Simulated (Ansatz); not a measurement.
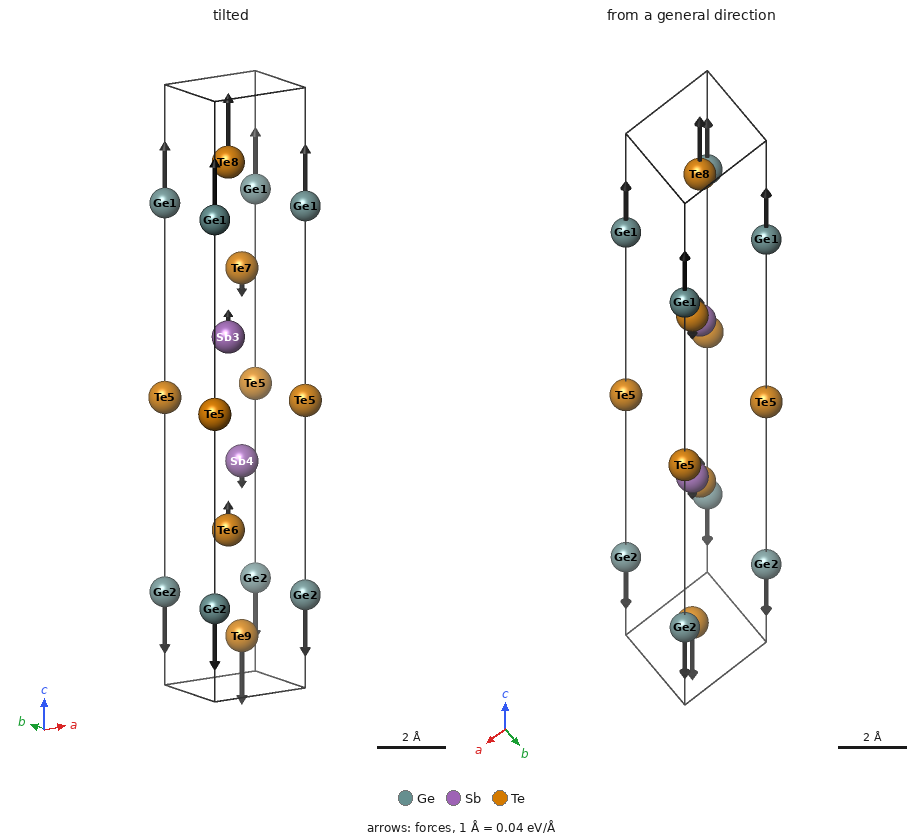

Crystal structure, spheres-only style, seen slightly off an axis and from a general direction. Lines trace the edges of the simulation cell. The arrows are the computed forces on the atoms.

System: Ge$_{2}$Sb$_{2}$Te$_{5}$. Results below were computed with DFT PBEsol, scalar-relativistic, plane waves, PAW (Ansatz); the settings were a cutoff energy of 420 eV, Brillouin-zone sampling on an 11×11×3 mesh, Gaussian smearing of 0.15 eV, no spin polarisation.

### Judging by the arrows, is the geometry relaxed?

No. The atoms still feel forces of up to about 0.064 eV/Å, above a usual threshold of 0.01 to 0.03 eV/Å.

The model was built from a structure listed in the Materials Project. The cell was then strained or its atoms displaced on purpose. Ansatz was used for an electronic-structure calculation on it.
